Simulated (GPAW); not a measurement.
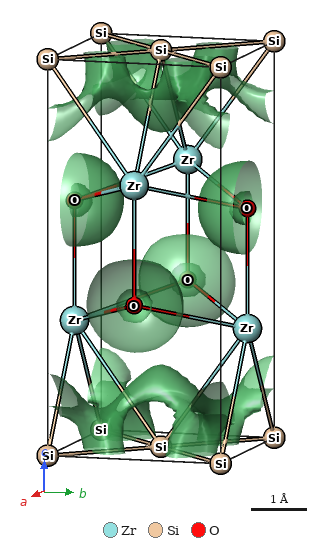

The picture shows: ZrSiO. Isosurface of the electron localisation function at 0.65 (green), seen slightly off an axis. Only the valence region is drawn (cores and ρ < 0.01 e/Å³ removed). Sticks mark near contacts.

Space group P4/nmm; a structure from a database of computed crystals, not necessarily the ambient phase; not relaxed (largest force 0.4 eV/Å); computed pressure about −7 GPa in this cell.

Method: Kohn-Sham DFT of a periodic cell, PBEsol, PAW data sets made by gpaw-setup for the functional (GPAW).

What do the ELF domains correspond to?

Answer. The ELF exceeds this value in two regions wrapped around O (the valence shell of each) and sheets that run through the cell in two directions, counted in one cell of 6 atoms. Regions shared between cells count once.

Values along the shortest contacts:
Zr–O (2.23 Å): the ELF peaks at about 0.90 in the valence shell of O, 0.6 Å from its nucleus, and drops to about 0.20 between the two atoms (no shared electron pair shows on this line). Si–Si (2.35 Å): the ELF peaks at about 0.80 between the atoms.
